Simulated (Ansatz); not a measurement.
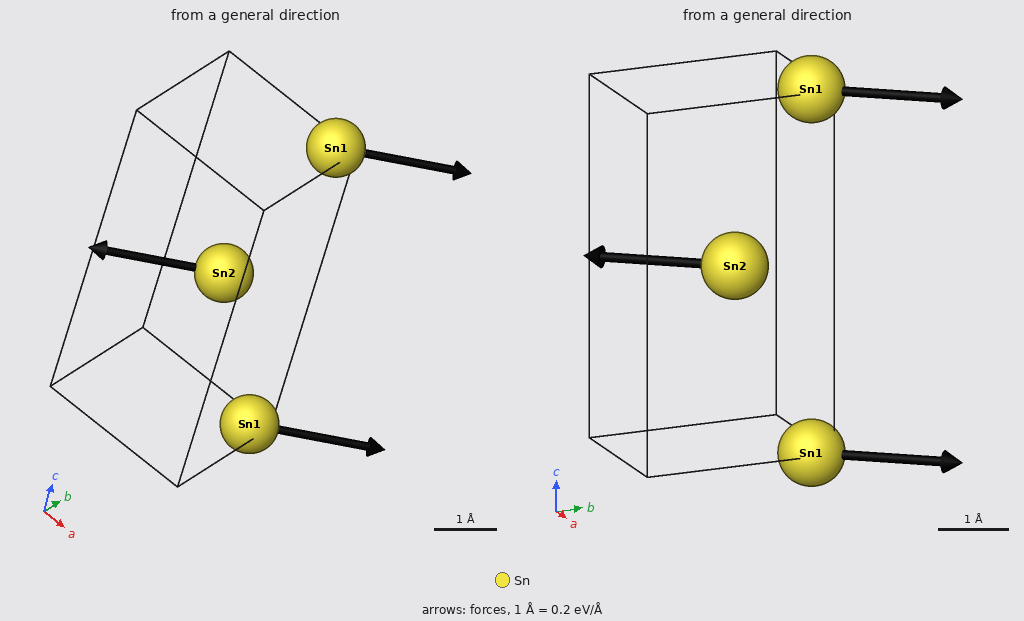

View from two general directions, drawn as a spheres-only model. The lines enclose the simulation cell; boundary atoms appear with their images. The arrows are the computed forces on the atoms.

System: Sn. Setup: DFT PBEsol, scalar-relativistic, plane waves, PAW in Ansatz 0.2.0; a kinetic-energy cutoff of 420 eV, the zone sampled with 20×20×12 points, Gaussian smearing of 0.15 eV, no spin polarisation.

### Judging by the arrows, is the geometry relaxed?

No. The atoms still feel forces of up to about 0.37 eV/Å, far above a usual threshold of 0.01 to 0.03 eV/Å.

### Find the atom with the largest force.

Sn1 and Sn2, about 0.37 eV/Å.

The initial geometry was a structure listed in the Materials Project. The cell was then strained or its atoms displaced on purpose. A calculation with Ansatz used it as input.
